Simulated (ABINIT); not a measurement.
**Positron calculation of GaN (part 2 of 2)**

GaN (P6₃mc, 4 atoms in the cell); Kohn-Sham DFT of a periodic cell, PBEsol, JTH PAW PBE v2.0, no spin polarisation (ABINIT 10.8.3); cutoff 598.65 eV, 7×7×4 k-mesh, fermi-dirac of 0.05 eV. The structure derives from an entry of the Crystallography Open Database.

Geometry of the input (Å; fractional positions):
```
3.1800  0.0000  0.0000
-1.5900  2.7540  0.0000
0.0000  0.0000  5.1660
Ga 0.6667  0.3333  0.5000
Ga 0.3333  0.6667  0.0000
N  0.6667  0.3333  0.8750
N  0.3333  0.6667  0.3750
```

What the program printed, continued
```
 cartesian forces (eV/Angstrom) at end:
    1     -0.00000000000000    -0.00000000000000    -0.13473056347973
    2      0.00000000000000     0.00000000000000    -0.13473056347973
    3     -0.00000000000000    -0.00000000000000     0.13473056347973
    4      0.00000000000000     0.00000000000000     0.13473056347973
 frms,max,avg= 7.7786727E-02 1.3473056E-01   0.000E+00  0.000E+00 -4.305E-05 e/A
 length scales=  1.889726125908  1.889726125908  1.889726125908 bohr
              =  1.000000000000  1.000000000000  1.000000000000 angstroms
 Fermi (or HOMO) energy (hartree) =   0.24824   Average Vxc (hartree)=  -0.40383
 Eigenvalues (hartree) for nkpt=  24  k points:
 kpt#   1, nband= 22, wtk=  0.00510, kpt=  0.0000  0.0000  0.0000 (reduced coord)
  -0.37851   -0.34199   -0.28122   -0.28041   -0.28041   -0.27803   -0.27803   -0.27095
  -0.27095   -0.26708   -0.26708   -0.22113   -0.05338    0.17274    0.17274    0.21014
   0.21244    0.21244    0.28227    0.36685    0.54862    0.57237
      occupation numbers for kpt#   1
   2.00000    2.00000    2.00000    2.00000    2.00000    2.00000    2.00000    2.00000
   2.00000    2.00000    2.00000    2.00000    2.00000    2.00000    2.00000    2.00000
   2.00000    2.00000    0.00000    0.00000    0.00000    0.00000
 prteigrs : prtvol=0 or 1, do not print more k-points.

--- !EnergyTerms
iteration_state     : {dtset: 1, }
comment             : Components of total free energy in Hartree
kinetic             :  2.17803774714905E+01
hartree             :  4.65793036430878E+01
xc                  : -8.60346815362070E+00
Ewald energy        : -1.17003474104353E+02
psp_core            :  6.29929878610165E+00
local_psp           : -1.29394985825846E+02
PAW spherical_terms :  2.15967289854058E+00
internal            : -1.78183275284599E+02
'-kT*entropy'       : -6.88210364026341E-12
total_energy        : -1.78183275284606E+02
total_energy_eV     : -4.84861392634337E+03
...

--- !EnergyTermsDC
iteration_state     : {dtset: 1, }
comment             : '"Double-counting" decomposition of free energy'
band_energy         : -5.54209294855127E+00
Ewald energy        : -1.17003474104353E+02
psp_core            :  6.29929878610165E+00
xc_dc               : -4.46912963715642E+01
PAW spherical_terms : -1.72457085635369E+01
internal            : -1.78183273201904E+02
'-kT*entropy'       : -6.88210364026341E-12
total_energy_dc     : -1.78183273201911E+02
total_energy_dc_eV  : -4.84861386967034E+03
...

--- !EnergyTermsWithPAWCore
iteration_state     : {dtset: 1, }
comment             : 'Components of total free energy, including PAW core contributions'
Total energy        : -3.99436170665631E+03
Total energy DC     : -3.99436170457361E+03
Total energy (eV)   : -1.08692119205981E+05
Total energy DC (eV): -1.08692119149308E+05
...

 Cartesian components of stress tensor (hartree/bohr^3)
  sigma(1 1)=  1.74515061E-05  sigma(3 2)=  0.00000000E+00
  sigma(2 2)=  1.74515066E-05  sigma(3 1)=  0.00000000E+00
  sigma(3 3)= -5.53247784E-05  sigma(2 1)=  0.00000000E+00

-Cartesian components of stress tensor (GPa)         [Pressure=  2.0028E-01 GPa]
- sigma(1 1)=  5.13441036E-01  sigma(3 2)=  0.00000000E+00
- sigma(2 2)=  5.13441052E-01  sigma(3 1)=  0.00000000E+00
- sigma(3 3)= -1.62771118E+00  sigma(2 1)=  0.00000000E+00

================================================================================
== DATASET  2 ==================================================================

--- !DatasetInfo
iteration_state: {dtset: 2, }
dimensions: {natom: 4, nkpt: 1, mband: 1, nsppol: 1, nspinor: 1, nspden: 1, mpw: 755, }
cutoff_energies: {ecut:  22.0, pawecutdg:  44.0, }
electrons: {nelect:   1.00000000E+00, charge:   0.00000000E+00, occopt:   2.00000000E+00, tsmear:   1.00000000E-02, }
meta: {optdriver: 0, ionmov: 0, optcell: 0, iscf: 17, paral_kgb: 0, }
...

 mkfilename : getden/=0, take file _DEN from output of DATASET   1.

 Real(R)+Recip(G) space primitive vectors, cartesian coordinates (Bohr,Bohr^-1):
 R(1)=  6.0093291  0.0000000  0.0000000  G(1)=  0.1664079  0.0960757  0.0000000
 R(2)= -3.0046645  5.2042316  0.0000000  G(2)=  0.0000000  0.1921513  0.0000000
 R(3)=  0.0000000  0.0000000  9.7623252  G(3)=  0.0000000  0.0000000  0.1024346
 Unit cell volume ucvol=  3.0530638E+02 bohr^3
 Angles (23,13,12)=  9.00000000E+01  9.00000000E+01  1.20000000E+02 degrees

 Coarse grid specifications (used for wave-functions):

 getcut: wavevector=  0.0000  0.0000  0.0000  ngfft=  27  27  45
         ecut(hartree)=     22.000   => boxcut(ratio)=   2.05116

 Fine grid specifications (used for densities):

 getcut: wavevector=  0.0000  0.0000  0.0000  ngfft=  36  36  60
         ecut(hartree)=     44.000   => boxcut(ratio)=   2.00625

--- Pseudopotential description ------------------------------------------------
- pspini: atom type   1  psp file is ./Ga.GGA_PBE-JTH.xml
 Pseudopotential format is: paw10
 basis_size (lnmax)=  6 (lmn_size= 18), orbitals=   0   0   1   1   2   2
 Spheres core radius: rc_sph= 2.10359248
 Shapefunction is BESSEL type: shapef(r,l)=aa(1,l)*jl(q(1,l)*r)+aa(2,l)*jl(q(2,l)*r)
 Radius for shape functions =  1.80829011
 Compensation charge density is not taken into account in XC energy/potential

- pspini: atom type   2  psp file is ./N.GGA_PBE-JTH.xml
 Pseudopotential format is: paw10
 basis_size (lnmax)=  4 (lmn_size=  8), orbitals=   0   0   1   1
 Spheres core radius: rc_sph= 1.20497474
 Shapefunction is SIN type: shapef(r)=[sin(pi*r/rshp)/(pi*r/rshp)]**2
 Radius for shape functions =  1.00243812
 Compensation charge density is not taken into account in XC energy/potential

--------------------------------------------------------------------------------

================================================================================

--- !BeginCycle
iteration_state: {dtset: 2, }
solver: {iscf: 17, nstep: 80, nline: 4, wfoptalg: 10, }
tolerances: {toldfe: 1.00E-09, }
...

     iter   Etot(hartree)      deltaE(h)  residm     nres2
 ETOT  1  -178.38773189040    -1.784E+02 1.495E+00 8.081E-01
 ETOT  2  -178.55139318064    -1.637E-01 2.552E-01 1.519E-01
 ETOT  3  -178.56610465713    -1.471E-02 1.758E-01 5.307E-02
 ETOT  4  -178.57293670669    -6.832E-03 4.458E-02 2.335E-03
 ETOT  5  -178.57617076229    -3.234E-03 3.395E-02 1.002E-03
 ETOT  6  -178.57773216743    -1.561E-03 9.180E-03 2.822E-04
 ETOT  7  -178.57848205574    -7.499E-04 6.781E-03 5.853E-05
 ETOT  8  -178.57884699586    -3.649E-04 2.026E-03 2.063E-05
 ETOT  9  -178.57902363484    -1.766E-04 1.426E-03 2.923E-05
 ETOT 10  -178.57910985053    -8.622E-05 4.684E-04 2.068E-05
 ETOT 11  -178.57915177941    -4.193E-05 3.168E-04 4.327E-06
 ETOT 12  -178.57917227289    -2.049E-05 1.114E-04 5.126E-06
 ETOT 13  -178.57918227273    -1.000E-05 7.392E-05 1.813E-06
 ETOT 14  -178.57918715752    -4.885E-06 2.729E-05 6.949E-07
 ETOT 15  -178.57918954943    -2.392E-06 1.884E-05 2.961E-07
 ETOT 16  -178.57919070872    -1.159E-06 7.438E-06 6.778E-07
 ETOT 17  -178.57919128667    -5.780E-07 6.042E-06 3.449E-07
 ETOT 18  -178.57919157463    -2.880E-07 2.303E-06 6.168E-07
 ETOT 19  -178.57919172417    -1.495E-07 1.908E-06 4.721E-07
 ETOT 20  -178.57919180240    -7.822E-08 6.664E-07 6.756E-07
 ETOT 21  -178.57919184368    -4.129E-08 5.428E-07 7.024E-07
 ETOT 22  -178.57919186552    -2.183E-08 1.881E-07 5.790E-07
 ETOT 23  -178.57919187707    -1.156E-08 1.529E-07 1.108E-07
 ETOT 24  -178.57919188319    -6.123E-09 5.309E-08 3.829E-07
 ETOT 25  -178.57919188644    -3.246E-09 4.309E-08 1.506E-10
 ETOT 26  -178.57919188816    -1.722E-09 1.500E-08 1.060E-10
 ETOT 27  -178.57919188908    -9.141E-10 1.217E-08 2.832E-11
 ETOT 28  -178.57919188956    -4.856E-10 4.246E-09 1.291E-11

 At SCF step   28, etot is converged :
  for the second time, diff in etot=  4.856E-10 < toldfe=  1.000E-09

--- !ResultsGS
iteration_state: {dtset: 2, }
comment   : Summary of ground state results
lattice_vectors:
- [  6.0093291,   0.0000000,   0.0000000, ]
- [ -3.0046645,   5.2042316,   0.0000000, ]
- [  0.0000000,   0.0000000,   9.7623252, ]
lattice_lengths: [   6.00933,    6.00933,    9.76233, ]
lattice_angles: [ 90.000,  90.000, 120.000, ] # degrees, (23, 13, 12)
lattice_volume:   3.0530638E+02
convergence: {deltae: -4.856E-10, res2:  1.291E-11, residm:  4.246E-09, diffor:  0.000E+00, }
etotal    :  -1.78579192E+02
entropy   :   0.00000000E+00
fermie    :  -3.95918688E-01
cartesian_stress_tensor: null
pressure_GPa: null
xred      :
- [  6.6667E-01,   3.3333E-01,   5.0000E-01, Ga]
- [  3.3333E-01,   6.6667E-01,   0.0000E+00, Ga]
- [  6.6667E-01,   3.3333E-01,   8.7500E-01,  N]
- [  3.3333E-01,   6.6667E-01,   3.7500E-01,  N]
cartesian_forces: null
force_length_stats: {min: null, max: null, mean: null, }
...

 Integrated electronic density in atomic spheres:
 ------------------------------------------------
 Atom  Sphere_radius  Integrated_density
    1        2.10359          0.03549435
    2        2.10359          0.03549435
    3        1.20497          0.00457105
    4        1.20497          0.00457105

--------------------------------------------------------------------------------
 Results for electron-positron annihilation:

2 computations of positron lifetime have been performed (with different enhancement factors).

########## Lifetime computation 1

 # Zero-positron density limit of Arponen and Pajanne provided by Boronski & Nieminen
   Ref.: Boronski and R.M. Nieminen, Phys. Rev. B 34, 3820 (1986)
 # Enhancement factor of Boronski & Nieminen
   Ref.: Boronski and R.M. Nieminen, Phys. Rev. B 34, 3820 (1986)

 Positron lifetime                         (ps)   =  1.65843852E+02
 Positron lifetime with IPM for core elec. (ps)   =  1.67643448E+02
 Annihilation rate                         (ns-1) =  6.02976828E+00
 Annihilation rate with IPM for core elec. (ns-1) =  5.96504076E+00

 Annihilation rate core/valence decomposition:
   Core    contribution to ann.rate          (ns-1) =  4.18736980E-01
   Valence contribution to ann.rate          (ns-1) =  5.61103130E+00
   Core    contribution to ann.rate with IPM (ns-1) =  3.36994768E-01
   Valence contribution to ann.rate with IPM (ns-1) =  5.62804599E+00

 Annihilation rate PAW decomposition:
   Plane-wave contribution to ann.rate          (ns-1) =  5.61488484E+00
   Plane-wave valence contribution to ann.rate  (ns-1) =  5.58334795E+00
   On-site core contribution to ann.rate        (ns-1) =  3.87200085E-01
   On-site valence contribution to ann.rate     (ns-1) =  2.76833546E-02
   Plane-wave contribution to ann.rate with IPM (ns-1) =  5.60212244E+00
   Plane-wave core contrb. to ann.rate with IPM (ns-1) =  1.08614291E-02

########## Lifetime computation 2

 # Zero-positron density limit of Arponen and Pajanne provided by Boronski & Nieminen
   Ref.: Boronski and R.M. Nieminen, Phys. Rev. B 34, 3820 (1986)
 # Enhancement factor of Boronski & Nieminen IN THE RPA LIMIT
   Ref.: Boronski and R.M. Nieminen, Phys. Rev. B 34, 3820 (1986)

 Positron lifetime                         (ps)   =  1.52003907E+02
 Positron lifetime with IPM for core elec. (ps)   =  1.53509581E+02
 Annihilation rate                         (ns-1) =  6.57877826E+00
 Annihilation rate with IPM for core elec. (ns-1) =  6.51425137E+00

 Annihilation rate core/valence decomposition:
   Core    contribution to ann.rate          (ns-1) =  4.19164588E-01
   Valence contribution to ann.rate          (ns-1) =  6.15961367E+00
   Core    contribution to ann.rate with IPM (ns-1) =  3.36994768E-01
   Valence contribution to ann.rate with IPM (ns-1) =  6.17725660E+00

 Annihilation rate PAW decomposition:
   Plane-wave contribution to ann.rate          (ns-1) =  6.16487521E+00
   Plane-wave valence contribution to ann.rate  (ns-1) =  6.13275977E+00
   On-site core contribution to ann.rate        (ns-1) =  3.87049147E-01
   On-site valence contribution to ann.rate     (ns-1) =  2.68538994E-02
   Plane-wave contribution to ann.rate with IPM (ns-1) =  6.15242636E+00
   Plane-wave core contrb. to ann.rate with IPM (ns-1) =  1.08614291E-02

      (*) IPM=Independent particle Model

================================================================================

 ----iterations are completed or convergence reached----

 Mean square residual over all n,k,spin=   42.459E-10; max=  42.459E-10
 reduced coordinates (array xred) for    4 atoms
       0.666666666667      0.333333333333      0.500000000000
       0.333333333333      0.666666666667      0.000000000000
       0.666666666667      0.333333333333      0.875000000000
       0.333333333333      0.666666666667      0.375000000000
 rms dE/dt=  0.0000E+00; max dE/dt=  0.0000E+00; dE/dt below (all hartree)
    1       0.000000000000      0.000000000000      0.000000000000
    2       0.000000000000      0.000000000000      0.000000000000
    3       0.000000000000      0.000000000000      0.000000000000
    4       0.000000000000      0.000000000000      0.000000000000

 cartesian coordinates (angstrom) at end:
    1      1.59000000000000     0.91798692800000     2.58300000000000
    2      0.00000000000000     1.83597385600000     0.00000000000000
    3      1.59000000000000     0.91798692800000     4.52025000000000
    4      0.00000000000000     1.83597385600000     1.93725000000000
 length scales=  1.889726125908  1.889726125908  1.889726125908 bohr
              =  1.000000000000  1.000000000000  1.000000000000 angstroms
 Fermi (or HOMO) energy (hartree) =  -0.39592   Average Vxc (hartree)=  -0.34025
 Eigenvalues (hartree) for nkpt=   1  k points:
 kpt#   1, nband=  1, wtk=  1.00000, kpt=  0.0000  0.0000  0.0000 (reduced coord)
  -0.39592

--- !EnergyTerms
iteration_state     : {dtset: 2, }
comment             : Components of total free energy in Hartree
kinetic             :  1.94990869556190E-01
local_psp           : -9.71058691110914E-01
PAW spherical_terms : -4.27078786814072E-02
positronic          : -8.18775700236137E-01
electronic          : -1.78183273201911E+02
electron_positron_interaction:  4.22858024371101E-01
total_energy        : -1.78579190877776E+02
total_energy_eV     : -4.85938733846992E+03
...

--- !EnergyTermsDC
iteration_state     : {dtset: 2, }
comment             : '"Double-counting" decomposition of free energy'
band_energy         : -3.95918687649969E-01
PAW spherical_terms :  0.00000000000000E+00
electron_positron_dc: -4.22858024373413E-01
positronic          : -8.18776712023384E-01
electronic          : -1.78183273201911E+02
electron_positron_interaction:  4.22858024371101E-01
total_energy_dc     : -1.78579191889563E+02
total_energy_dc_eV  : -4.85938736600205E+03
...

== END DATASET(S) ==============================================================
================================================================================

 -outvars: echo values of variables after computation  --------
            acell      1.8897261259E+00  1.8897261259E+00  1.8897261259E+00 Bohr
           etotal1    -1.7818327320E+02
           etotal2    -1.7857919189E+02
            fcart1    -3.5846200960E-28 -2.0695813774E-28 -2.6200923067E-03
                       3.5846200960E-28  2.0695813774E-28 -2.6200923067E-03
                      -1.7923100480E-28 -1.0347906887E-28  2.6200923067E-03
                       1.7923100480E-28  1.0347906887E-28  2.6200923067E-03
            fcart2     9.9999999999E+99  9.9999999999E+99  9.9999999999E+99
                       9.9999999999E+99  9.9999999999E+99  9.9999999999E+99
                       9.9999999999E+99  9.9999999999E+99  9.9999999999E+99
                       9.9999999999E+99  9.9999999999E+99  9.9999999999E+99
            rprim      3.1800000000E+00  0.0000000000E+00  0.0000000000E+00
                      -1.5900000000E+00  2.7539607840E+00  0.0000000000E+00
                       0.0000000000E+00  0.0000000000E+00  5.1660000000E+00
           strten1     1.7451506117E-05  1.7451506635E-05 -5.5324778398E-05
                       0.0000000000E+00  0.0000000000E+00  0.0000000000E+00
           strten2     9.9999999999E+99  9.9999999999E+99  9.9999999999E+99
                       9.9999999999E+99  9.9999999999E+99  9.9999999999E+99
           xangst      1.5900000000E+00  9.1798692800E-01  2.5830000000E+00
                       1.9492142795E-17  1.8359738560E+00  0.0000000000E+00
                       1.5900000000E+00  9.1798692800E-01  4.5202500000E+00
                       1.9492142795E-17  1.8359738560E+00  1.9372500000E+00
             xred      6.6666666667E-01  3.3333333333E-01  5.0000000000E-01
                       3.3333333333E-01  6.6666666667E-01  0.0000000000E+00
                       6.6666666667E-01  3.3333333333E-01  8.7500000000E-01
                       3.3333333333E-01  6.6666666667E-01  3.7500000000E-01
 Calculation completed.
```

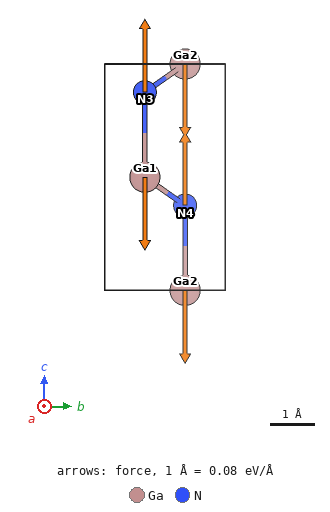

Figure 1. Forces on the atoms as orange arrows (ball-and-stick view of the cell of the calculation, along the a axis; atoms are numbered from 1 in the order of the input). The largest act on Ga1, Ga2 (0.13 eV/Å); N3, N4 (0.13 eV/Å). The geometry is not a stationary point of this energy.
